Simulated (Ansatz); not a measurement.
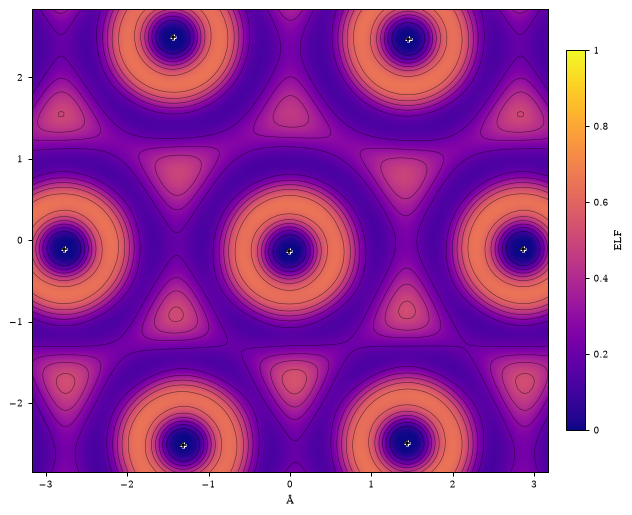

The electron localisation function on a plane through atoms (crosses mark nuclei in the plane).

Computed with DFT PBEsol, scalar-relativistic, plane waves, PAW (Ansatz).

Candidates:
A. C (slab), a = 2.51 Å, b = 2.51 Å, c = 27.44 Å, α = 90.00°, β = 90.00°, γ = 90.00°. 
B. TaAs, a = 3.43 Å, b = 3.43 Å, c = 11.83 Å, α = 90.00°, β = 90.00°, γ = 90.00°. Space group Pmm2; a structure from a database of computed crystals, not necessarily the ambient phase; not relaxed (largest force 1.6 eV/Å); computed pressure about −3 GPa in this cell.
C. Ti, a = 5.64 Å, b = 5.71 Å, c = 5.74 Å, α = 60.20°, β = 60.82°, γ = 61.00°. Space group P1; changed on purpose from its base cell (all atoms moved at random (sigma 0.06 A a component), cell strained at random (sigma 0.01)); not relaxed (largest force 0.8 eV/Å); computed without spin polarisation.

### Which system is this?

Candidate C: Ti on the (001) plane of the conventional cell, which holds Ti. Ti–Ti (2.71 Å): the ELF is about 0.20 at the midpoint: no shared electron pair shows on this line. Ti–Ti (2.75 Å): the ELF is about 0.20 at the midpoint (no shared electron pair shows on this line).
